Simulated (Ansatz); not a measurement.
# Calculations on ZnO

## 1. A change

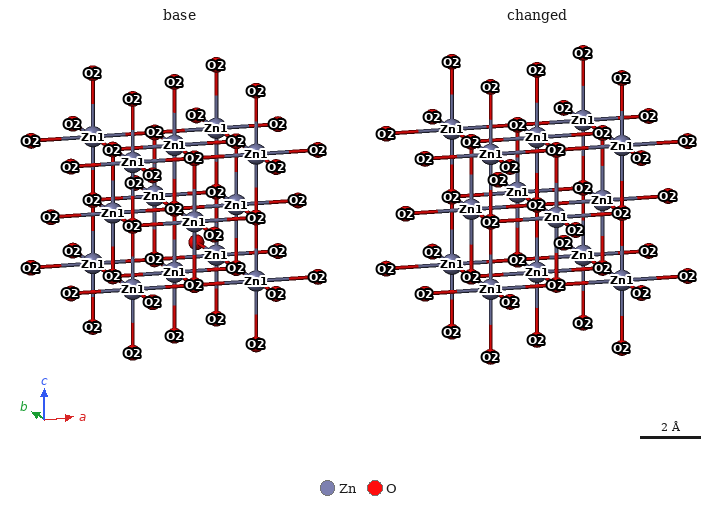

Left: a symmetric starting cell of ZnO. Right: the same structure after one change, at the same scale. The picture is a ball-and-stick view of the conventional cell (4 times the calculation's cell), seen slightly off an axis. Lengths and directions refer to the drawn axes.

Computed with DFT PBE, scalar-relativistic, plane waves, PAW in Ansatz. Set-up: plane-wave cutoff 420 eV; k-point mesh 14 × 14 × 14; occupations gaussian; smearing width 0.05 eV; no spin polarisation.

Question: What distinguishes the right structure from the left one?

Answer: The cell is strained by −2.6 % along b and +6.4 % across it (volume +10.1 %), the atoms keeping their fractional coordinates. No relaxation follows. The starting cell wasn't computed here and needn't be at equilibrium, so pressure and forces aren't due to the change alone.

Question: What does the change do?

Answer: The pressure is −12.0 GPa (not all of it need come from the change, since the unchanged cell can be under pressure at this level too). The principal stresses (compression positive) are −11.3 GPa along b and −12.4 GPa across it. All forces vanish by symmetry. Some distances before and after: O–Zn 2.169 → 2.112 to 2.307 Å. The space group (tolerance 0.01 Å) goes from Fm-3m (No. 225) to I4/mmm (No. 139).

## 2. A change

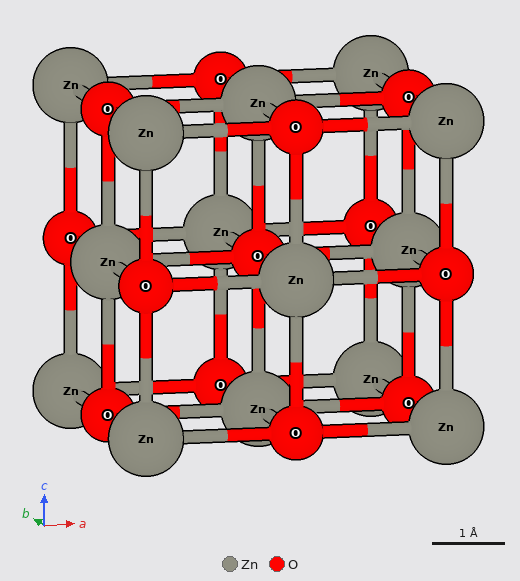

Reference structure: a symmetric starting cell of ZnO. A ball-and-stick model of the conventional cell (4 times the calculation's cell), seen slightly off an axis. Lengths and directions refer to the drawn axes.

All numbers below come from Ansatz 0.2.0, DFT r2SCAN, scalar-relativistic, plane waves, PAW. Settings: plane-wave cutoff 500 eV; k-point mesh 14 × 14 × 14; occupations gaussian; smearing width 0.05 eV; no spin polarisation.

Change: All lengths are scaled by +1.4 % (volume +4.3 %), the atoms keeping their fractional coordinates. No relaxation follows. The starting cell wasn't computed here and needn't be at equilibrium, so pressure and forces aren't due to the change alone.

What does the calculation give for the changed structure?

Among the bonded contacts that change: O–Zn 2.169 → 2.200 Å. The space group stays Fm-3m (No. 225). The pressure is −14.4 GPa (not all of it need come from the change, since the unchanged cell can be under pressure at this level too). All forces vanish by symmetry.

Drawn alike, the variant:

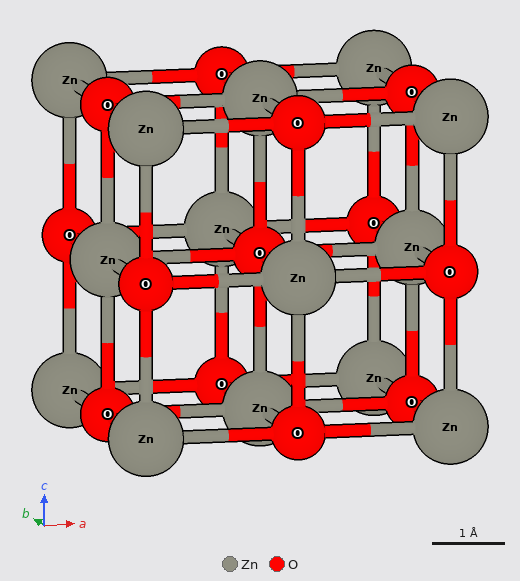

## 3. Distortion

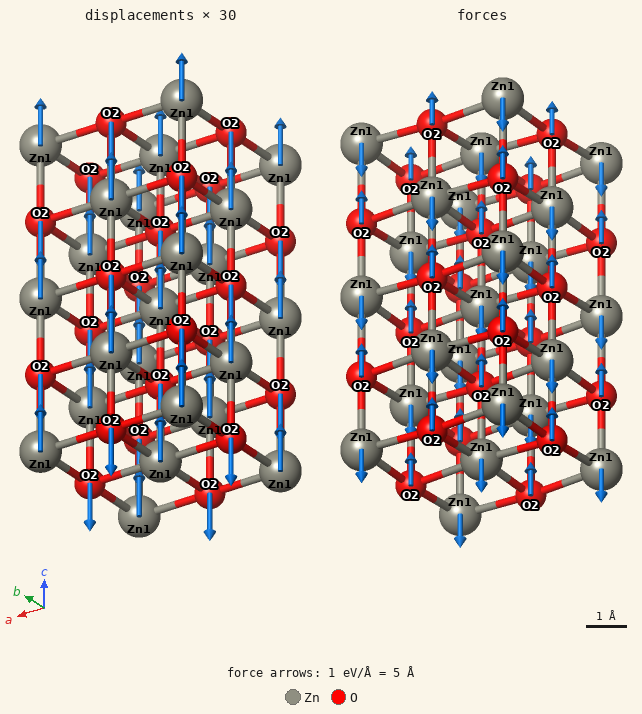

Left: a symmetric starting cell of ZnO, with blue arrows for the displacements applied to it. Right: the displaced structure with the computed forces. Style: ball-and-stick. Shown: the conventional cell (4 times the calculation's cell), repeated 1 × 1 × 2 with one cell outlined, from a free direction. Lengths and directions refer to the drawn axes.

Level of theory: DFT PBE, scalar-relativistic, plane waves, PAW in Ansatz. Settings: plane-wave cutoff 420 eV; k-point mesh 14 × 14 × 14; occupations gaussian; smearing width 0.05 eV; no spin polarisation.

**Describe the distortion and the response.**

Atoms are displaced by up to 0.05 Å (root mean square over those that move 0.04 Å): O2 0.05 Å along −c, Zn1 0.05 Å along +c. No relaxation follows. The starting cell wasn't computed here and needn't be at equilibrium, so pressure and forces aren't due to the change alone. Among the bonded contacts that change: O–Zn 2.169 → 2.079 to 2.259 Å. The space group (tolerance 0.01 Å) goes from Fm-3m (No. 225) to I4mm (No. 107). The pressure is −0.4 GPa (not all of it need come from the change, since the unchanged cell can be under pressure at this level too). The principal stresses (compression positive) are 0.9 GPa along c and −1.1 GPa across it. The largest forces, 0.19 eV/Å, act on Zn1 and O2; on Zn1 it points along −c. The forces point straight back along the displacements (cosine −1.00).
